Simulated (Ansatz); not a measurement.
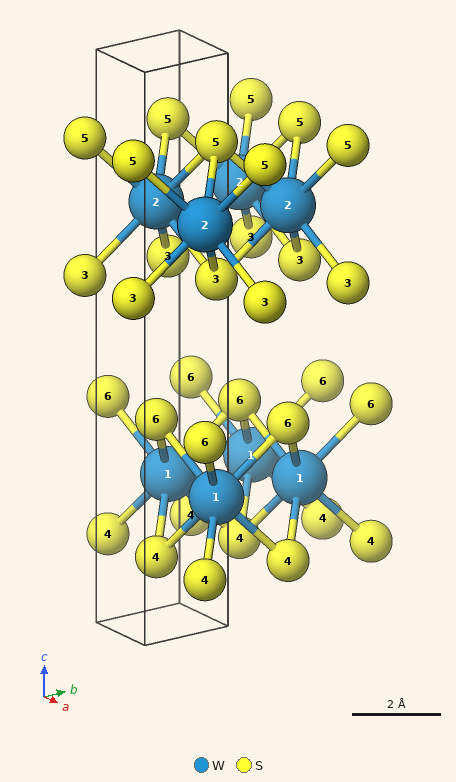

*The starting structure (ball-and-stick view of the cell of the calculation, repeated 2 × 2 × 1, seen slightly off an axis; bonded neighbours outside the cell are drawn too; atoms are numbered from 1 in the order of the input).*

**WS2: geometry relaxation (part 1 of 2)**

The run: geometry relaxation of WS2 (6 atoms in the cell). Method and program: DFT r2SCAN, scalar-relativistic, plane waves, PAW, no spin polarisation (Ansatz 0.2.0).

The structure derives from a Materials Project entry. It belongs to a series of runs on one base structure; here: biaxial strain in the a-b plane, c and atoms relaxed: -4.0 %. Figures and captions count atoms from 1; the log counts them from 0 in places.

What the program printed:
```
Engine: ansatz 0.2.0, aarch64-unknown-linux-gnu
Pseudopotentials: kind: paw
Pseudopotential: W, paw, valence charge 14, recommended cutoff 500 eV (meta_gga), W.paw.azcp
Pseudopotential: S, paw, valence charge 6, recommended cutoff 500 eV (meta_gga), S.paw.azcp
Functional definition: r2SCAN
  parameter k0 = 0.174
  parameter k1 = 0.065
  parameter a1 = 4.9479
  exchange = r2scan_x(k0 = k0, k1 = k1, a1 = a1)
  correlation = r2scan_c
Crystal: 6 atoms, lattice volume = 108.108 Å³
Basis set: ecut = 500 eV, 2785 PW (Γ), exchange–correlation on 96×96×400 points (64 copies of the dense FFT grid, shifted against one another)
Bands: 32, of which v1, the nominal top of the filled ones, is band 26 counted from 1 (25 counted from 0)
Symmetry: 24 space group operations
Space group: P63/mmc (ITA 194), of the structure as read, at distance tolerance 4.8e-5 Å
k-points: 38 of 288
Non-local potential: W, projectors of the file, l = 0: 3, l = 1: 2, l = 2: 2, l = 3: 1
Non-local potential: S, projectors of the file, l = 0: 2, l = 1: 2, l = 2: 2
PAW form: soft (Blöchl's): semilocal exchange-correlation on the pseudo side does not see the compensation charge
PAW frozen core: W, regenerated for the run's functional (the file was generated under x = pbe(κ = 0.804, μ = 0.2195149727645171), c = pbe(β = 0.06672455060314922))
PAW frozen core: S, regenerated for the run's functional (the file was generated under x = pbe(κ = 0.804, μ = 0.2195149727645171), c = pbe(β = 0.06672455060314922))
PAW one-centre angular grid: W, 590 points (default); XC on 160 Gauss nodes
PAW one-centre angular grid: S, 302 points (default); XC on 160 Gauss nodes
Initial density: superposition of atomic densities (neutral atoms: chi_scale 0, normalization atom), corrected by the library's trained network
Initial wavefunctions: pseudopotential atomic-orbital guess
Functional: x = r2scan, c = r2scan; τ floored in thin density (d = 2e-4 eV/Å³)
SCF iter   1: F=—  HF=-24422.774108 eV  |F-HF|=—  |Δ(HF+E_count)|=         —  Δρ=8.97e-3  dr2=8.54e-2  dr2_τ=2.04e-1  ethr=1.77e-3  ⟨swp⟩=7.9  Hψ=6082  notcnv=0
preconditioner: auto → none  [insulator: Δε(μ)=1.591 eV  Ē_g=9.108 eV  σ=0.020 eV  W_gap=1.00  n_scr=16 (ndim 8)  ℏωp=21.4 eV  f_vac=0.058  D(μ)=0.00/eV (n_scr^D=0)  ε∞_Penn≈6.5]
SCF iter   2: F=—  HF=-24422.973284 eV  |F-HF|=—  |Δ(HF+E_count)|=   1.99e-1  Δρ=8.99e-3  dr2=2.58e-1  dr2_τ=1.48e-2  ethr=1.64e-4  ⟨swp⟩=3.1  Hψ=2538  notcnv=0  defer=58
SCF iter   3: F=—  HF=-24422.937497 eV  |F-HF|=—  |Δ(HF+E_count)|=   3.58e-2  Δρ=3.79e-3  dr2=9.66e-3  dr2_τ=7.35e-4  ethr=1.64e-4  ⟨swp⟩=3.3  Hψ=2139  notcnv=0  defer=58
SCF iter   4: F=—  HF=-24422.942609 eV  |F-HF|=—  |Δ(HF+E_count)|=   5.11e-3  Δρ=1.17e-3  dr2=9.88e-4  dr2_τ=1.22e-4  ethr=1.86e-5  ⟨swp⟩=2.4  Hψ=2059  notcnv=0  defer=58
SCF iter   5: F=—  HF=-24422.943106 eV  |F-HF|=—  |Δ(HF+E_count)|=   4.97e-4  Δρ=1.92e-4  dr2=4.93e-5  dr2_τ=3.21e-6  ethr=1.90e-6  ⟨swp⟩=2.3  Hψ=2137  notcnv=0  defer=58
SCF iter   6: F=—  HF=-24422.943100 eV  |F-HF|=—  |Δ(HF+E_count)|=   6.47e-6  Δρ=3.83e-5  dr2=6.32e-7  dr2_τ=6.98e-8  ethr=9.49e-8  ⟨swp⟩=2.1  Hψ=1847  notcnv=0  defer=58
SCF iter   7: F=-24422.943101 eV  HF=-24422.943101 eV  |F-HF|=5.50e-9  |Δ(HF+E_count)|=   7.67e-7  Δρ=9.37e-6  dr2=8.52e-8  dr2_τ=9.60e-9  ethr=1.92e-10  ⟨swp⟩=10.9  Hψ=6662  notcnv=0
SCF 1 converged in 7 iterations: F = -24422.943101 eV  dr2 = 8.52e-8
  greatest PAW one-centre occupation: 0.999 electrons in one spin orbital (limit 2), on the W atom at site 1 (counted from 0), in its partial waves of l = 0
relax step   1: F+E_penalty+E_count = -24422.94310072 eV  Δ(F+E_penalty+E_count) = +0.000e0 eV  max|allowed force component| = 1.188e-2 eV/Å  Δτ_max = 0.0000 Å  P = +8.978 GPa  Ω = 108.108 Å³  fix = [a, b, gamma]  reactions: a +13.464, b +13.464 GPa  (7 SCF iters, dr2 threshold 1.00e-7 eV, accepted)
Crystal: 6 atoms, lattice volume = 107.783 Å³
Initial density: handed on by an earlier stage of this run
Initial wavefunctions: those handed on with the density
iter 1 solved again at ethr=2.57e-7 eV; its pass at ethr=3.10e-3 eV (dr2=1.34e-4 eV) is discarded
SCF iter   1: F=—  HF=-24422.942668 eV  |F-HF|=—  |Δ(HF+E_count)|=         —  Δρ=4.06e-4  dr2=1.72e-4  dr2_τ=8.96e-4  ethr=2.57e-7  ⟨swp⟩=3.3  Hψ=7375  notcnv=0
preconditioner: auto → none  [insulator: Δε(μ)=1.600 eV  Ē_g=9.145 eV  σ=0.020 eV  W_gap=1.00  n_scr=16 (ndim 8)  ℏωp=21.5 eV  f_vac=0.052  D(μ)=0.00/eV (n_scr^D=0)  ε∞_Penn≈6.5]
SCF iter   2: F=—  HF=-24422.943376 eV  |F-HF|=—  |Δ(HF+E_count)|=   7.07e-4  Δρ=3.24e-4  dr2=2.63e-4  dr2_τ=7.18e-6  ethr=2.57e-7  ⟨swp⟩=3.4  Hψ=2864  notcnv=0
SCF iter   3: F=—  HF=-24422.943358 eV  |F-HF|=—  |Δ(HF+E_count)|=   1.74e-5  Δρ=2.06e-4  dr2=9.15e-5  dr2_τ=7.79e-6  ethr=2.57e-7  ⟨swp⟩=2.1  Hψ=1748  notcnv=0
SCF iter   4: F=—  HF=-24422.943352 eV  |F-HF|=—  |Δ(HF+E_count)|=   6.68e-6  Δρ=1.02e-4  dr2=1.53e-5  dr2_τ=3.91e-7  ethr=1.76e-7  ⟨swp⟩=2.0  Hψ=1344  notcnv=0
SCF iter   5: F=—  HF=-24422.943352 eV  |F-HF|=—  |Δ(HF+E_count)|=   2.48e-7  Δρ=2.50e-5  dr2=1.24e-6  dr2_τ=2.27e-8  ethr=2.95e-8  ⟨swp⟩=2.1  Hψ=1565  notcnv=0
SCF iter   6: F=—  HF=-24422.943354 eV  |F-HF|=—  |Δ(HF+E_count)|=   1.68e-6  Δρ=6.41e-6  dr2=4.59e-8  dr2_τ=1.72e-9  ethr=2.39e-9  ⟨swp⟩=2.1  Hψ=1713  notcnv=0
SCF iter   7: F=-24422.943354 eV  HF=-24422.943354 eV  |F-HF|=6.62e-10  |Δ(HF+E_count)|=   3.52e-9  Δρ=1.54e-6  dr2=1.65e-9  dr2_τ=1.07e-9  ethr=1.70e-11  ⟨swp⟩=4.1  Hψ=5721  notcnv=0
SCF 2 converged in 7 iterations: F = -24422.943354 eV  dr2 = 1.65e-9
relax step   2: F+E_penalty+E_count = -24422.94335351 eV  Δ(F+E_penalty+E_count) = -2.528e-4 eV  max|allowed force component| = 6.377e-3 eV/Å  Δτ_max = 0.0056 Å  P = +8.934 GPa  Ω = 107.783 Å³  energy of the carried Pulay correction = +8.797e-5 eV  fix = [a, b, gamma]  reactions: a +13.455, b +13.455 GPa  (7 SCF iters, dr2 threshold 8.83e-9 eV, accepted)
Crystal: 6 atoms, lattice volume = 107.527 Å³
Basis set: ecut = 500 eV, 2773 PW (Γ), exchange–correlation on 96×96×400 points (64 copies of the dense FFT grid, shifted against one another)
iter 1 solved again at ethr=1.49e-7 eV; its pass at ethr=3.10e-3 eV (dr2=7.74e-5 eV) is discarded
SCF iter   1: F=—  HF=-24422.943048 eV  |F-HF|=—  |Δ(HF+E_count)|=         —  Δρ=2.78e-4  dr2=1.09e-4  dr2_τ=4.95e-4  ethr=1.49e-7  ⟨swp⟩=3.3  Hψ=7312  notcnv=0
preconditioner: auto → none  [insulator: Δε(μ)=1.596 eV  Ē_g=9.146 eV  σ=0.020 eV  W_gap=1.00  n_scr=16 (ndim 8)  ℏωp=21.5 eV  f_vac=0.050  D(μ)=0.00/eV (n_scr^D=0)  ε∞_Penn≈6.5]
SCF iter   2: F=—  HF=-24422.943500 eV  |F-HF|=—  |Δ(HF+E_count)|=   4.53e-4  Δρ=2.94e-4  dr2=2.84e-4  dr2_τ=9.69e-6  ethr=1.49e-7  ⟨swp⟩=3.1  Hψ=2580  notcnv=0  recentre
SCF iter   3: F=—  HF=-24422.943460 eV  |F-HF|=—  |Δ(HF+E_count)|=   4.03e-5  Δρ=1.40e-4  dr2=1.43e-5  dr2_τ=1.69e-6  ethr=1.49e-7  ⟨swp⟩=2.1  Hψ=1748  notcnv=0
SCF iter   4: F=—  HF=-24422.943466 eV  |F-HF|=—  |Δ(HF+E_count)|=   5.39e-6  Δρ=5.02e-5  dr2=1.61e-6  dr2_τ=1.95e-7  ethr=2.75e-8  ⟨swp⟩=2.2  Hψ=1656  notcnv=0
SCF iter   5: F=—  HF=-24422.943466 eV  |F-HF|=—  |Δ(HF+E_count)|=   6.92e-7  Δρ=1.12e-5  dr2=1.91e-7  dr2_τ=2.03e-8  ethr=3.10e-9  ⟨swp⟩=2.7  Hψ=2141  notcnv=0
SCF iter   6: F=-24422.943466 eV  HF=-24422.943466 eV  |F-HF|=1.91e-9  |Δ(HF+E_count)|=   9.90e-9  Δρ=3.08e-6  dr2=9.98e-9  dr2_τ=5.03e-10  ethr=5.62e-11  ⟨swp⟩=4.0  Hψ=5203  notcnv=0
SCF 3 converged in 6 iterations: F = -24422.943466 eV  dr2 = 9.98e-9
relax step   3: F+E_penalty+E_count = -24422.94346628 eV  Δ(F+E_penalty+E_count) = -1.128e-4 eV  max|allowed force component| = 2.493e-3 eV/Å  Δτ_max = 0.0036 Å  P = +8.999 GPa  Ω = 107.527 Å³  energy of the carried Pulay correction = +1.573e-4 eV  fix = [a, b, gamma]  reactions: a +13.511, b +13.511 GPa  (6 SCF iters, dr2 threshold 2.92e-8 eV, accepted)
Crystal: 6 atoms, lattice volume = 107.521 Å³
iter 1 solved again at ethr=2.79e-10 eV; its pass at ethr=3.10e-3 eV (dr2=1.45e-7 eV) is discarded
SCF iter   1: F=—  HF=-24422.943468 eV  |F-HF|=—  |Δ(HF+E_count)|=         —  Δρ=8.45e-6  dr2=1.49e-7  dr2_τ=2.91e-7  ethr=2.79e-10  ⟨swp⟩=3.1  Hψ=6615  notcnv=0
preconditioner: auto → none  [insulator: Δε(μ)=1.596 eV  Ē_g=9.146 eV  σ=0.020 eV  W_gap=1.00  n_scr=16 (ndim 8)  ℏωp=21.5 eV  f_vac=0.051  D(μ)=0.00/eV (n_scr^D=0)  ε∞_Penn≈6.5]
SCF iter   2: F=—  HF=-24422.943469 eV  |F-HF|=—  |Δ(HF+E_count)|=   2.97e-7  Δρ=1.14e-5  dr2=5.23e-7  dr2_τ=2.49e-8  ethr=2.79e-10  ⟨swp⟩=3.2  Hψ=2478  notcnv=0  recentre
SCF iter   3: F=—  HF=-24422.943468 eV  |F-HF|=—  |Δ(HF+E_count)|=   8.16e-8  Δρ=3.49e-6  dr2=8.30e-9  dr2_τ=4.94e-10  ethr=2.79e-10  ⟨swp⟩=2.1  Hψ=1735  notcnv=0
SCF iter   4: F=—  HF=-24422.943468 eV  |F-HF|=—  |Δ(HF+E_count)|=   4.14e-9  Δρ=1.39e-6  dr2=3.99e-9  dr2_τ=4.20e-10  ethr=1.60e-11  ⟨swp⟩=2.0  Hψ=1930  notcnv=0
SCF iter   5: F=-24422.943468 eV  HF=-24422.943468 eV  |F-HF|=6.55e-11  |Δ(HF+E_count)|=  4.66e-10  Δρ=3.75e-7  dr2=1.53e-10  dr2_τ=7.72e-12  ethr=2.83e-12  ⟨swp⟩=3.6  Hψ=4691  notcnv=0
SCF 4 converged in 5 iterations: F = -24422.943468 eV  dr2 = 1.53e-10
relax step   4: F+E_penalty+E_count = -24422.94346847 eV  Δ(F+E_penalty+E_count) = -2.191e-6 eV  max|allowed force component| = 2.068e-4 eV/Å  Δτ_max = 0.0000 Å  P = +9.012 GPa  Ω = 107.521 Å³  energy of the carried Pulay correction = +1.589e-4 eV  fix = [a, b, gamma]  reactions: a +13.519, b +13.519 GPa  (5 SCF iters, dr2 threshold 1.47e-9 eV, accepted)
Initial wavefunctions: pseudopotential atomic-orbital guess (no wavefunctions were taken with the density)
iter 1 solved again at ethr=7.20e-7 eV; its pass at ethr=3.10e-3 eV (dr2=3.74e-4 eV) is discarded
SCF iter   1: F=—  HF=-24422.943315 eV  |F-HF|=—  |Δ(HF+E_count)|=         —  Δρ=1.30e-5  dr2=2.23e-8  dr2_τ=2.36e-7  ethr=7.20e-7  ⟨swp⟩=3.6  Hψ=9272  notcnv=0
eigensolver tolerance schedule: the retry pair's looser diagonalisation over-reported the residual by 16743.45 of it (diagonalisation noise at an unbounded share of the residual, at the tolerance the schedule requests for it); recorded, not acted on — ethr = c·dr2/N_el stays at c = 1.0e-1
SCF iter   2: F=—  HF=-24422.943314 eV  |F-HF|=—  |Δ(HF+E_count)|=   1.68e-6  Δρ=6.61e-6  dr2=1.38e-8  dr2_τ=7.48e-9  ethr=4.30e-11  ⟨swp⟩=3.9  Hψ=3420  notcnv=0
SCF iter   3: F=—  HF=-24422.943314 eV  |F-HF|=—  |Δ(HF+E_count)|=   1.31e-8  Δρ=4.00e-6  dr2=3.37e-8  dr2_τ=3.40e-9  ethr=2.65e-11  ⟨swp⟩=2.9  Hψ=2374  notcnv=0  recentre
SCF iter   4: F=—  HF=-24422.943314 eV  |F-HF|=—  |Δ(HF+E_count)|=   2.84e-9  Δρ=1.42e-6  dr2=1.54e-9  dr2_τ=3.72e-10  ethr=2.65e-11  ⟨swp⟩=2.1  Hψ=1756  notcnv=0
SCF iter   5: F=—  HF=-24422.943314 eV  |F-HF|=—  |Δ(HF+E_count)|=  4.00e-10  Δρ=2.36e-7  dr2=6.44e-11  dr2_τ=6.42e-12  ethr=2.97e-12  ⟨swp⟩=2.1  Hψ=1774  notcnv=0
SCF iter   6: F=-24422.943314 eV  HF=-24422.943314 eV  |F-HF|=0.00e0  |Δ(HF+E_count)|=    0.00e0  Δρ=8.16e-8  dr2=1.83e-12  dr2_τ=1.04e-12  ethr=1.00e-12  ⟨swp⟩=6.0  Hψ=6601  notcnv=0
SCF 5 converged in 6 iterations: F = -24422.943314 eV  dr2 = 1.83e-12
relax step   5: F+E_penalty+E_count = -24422.94331366 eV  Δ(F+E_penalty+E_count) = +1.548e-4 eV  max|allowed force component| = 1.887e-4 eV/Å  Δτ_max = 0.0000 Å  P = +9.011 GPa  Ω = 107.521 Å³  fix = [a, b, gamma]  reactions: a +13.519, b +13.519 GPa  stress off target by 3.77e-3 GPa on what of the cell is left free  SCF on the basis re-selected at this cell (its energy is not comparable with the rows above)  (6 SCF iters)
```

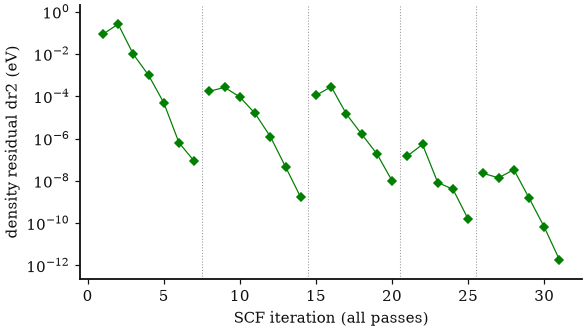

*Convergence of the self-consistent field: density residual dr2 against the SCF iteration. The dotted lines part the SCF passes of the relaxation: geometry steps, rejected trials and re-solves on a re-selected basis.*

The 5 passes take 5 to 7 iterations each, 31 in all.

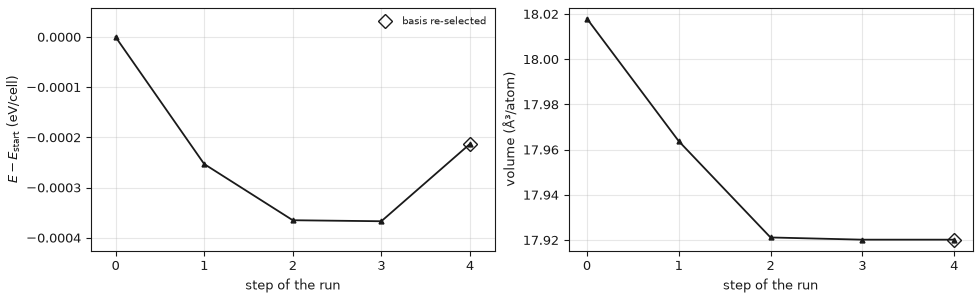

*Progress of the relaxation, step by step (the first geometry is step 0 here and step 1 in the log).*
